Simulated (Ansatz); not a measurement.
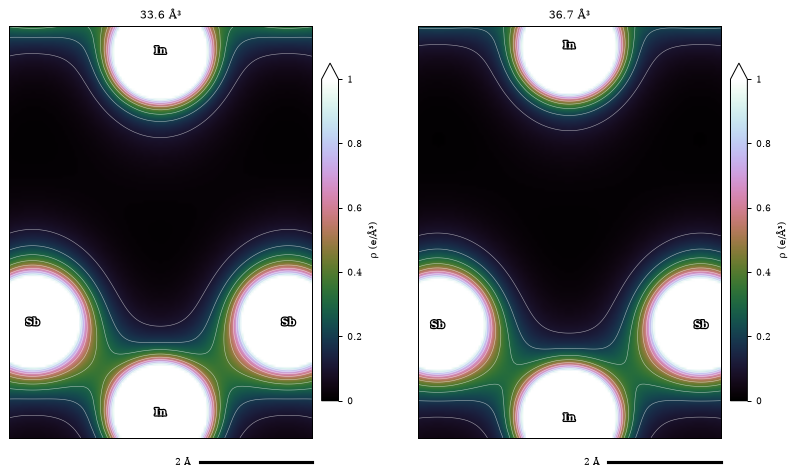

InSb. The valence pseudo-density of cells scaled evenly to different volumes (given per atom above each panel), on the (11̄0) plane of each (indices in the axes of the cell below), at one length scale and on one colour scale.

Theory: Ansatz, DFT PBEsol, scalar-relativistic, plane waves, PAW.

The largest cell:

```cif
data_structure
_symmetry_space_group_name_H-M 'P 1'
_symmetry_Int_Tables_number 1
_cell_length_a 4.7007
_cell_length_b 4.7007
_cell_length_c 4.7007
_cell_angle_alpha 60.000
_cell_angle_beta 60.000
_cell_angle_gamma 60.000
_cell_volume 73.44
loop_
_atom_site_label
_atom_site_type_symbol
_atom_site_fract_x
_atom_site_fract_y
_atom_site_fract_z
_atom_site_occupancy
In1 In 0.00000 0.00000 0.00000 1
Sb1 Sb 0.25000 0.25000 0.25000 1
```

| volume (Å³/atom) | In–Sb contact in the plane (Å) | ρ at its midpoint (e/Å³) | pressure (GPa) | 
| --- | --- | --- | --- |
| 33.60 | 2.795 | 0.367 | 1.4 | 
| 34.64 | 2.823 | ? | ? | 
| 36.72 | 2.879 | 0.327 | −2.2 | 

Q: Estimate the missing row, and compare with the calculation.

A: Over the known rows ln ρ falls by 1.37 per Å of In–Sb distance (the line through the two), which gives 0.353 e/Å³ at 2.823 Å; the calculation gives 0.353 e/Å³. For the pressure, a straight line in volume between the neighbouring rows gives 0.2 GPa; the calculation gives 0.0.
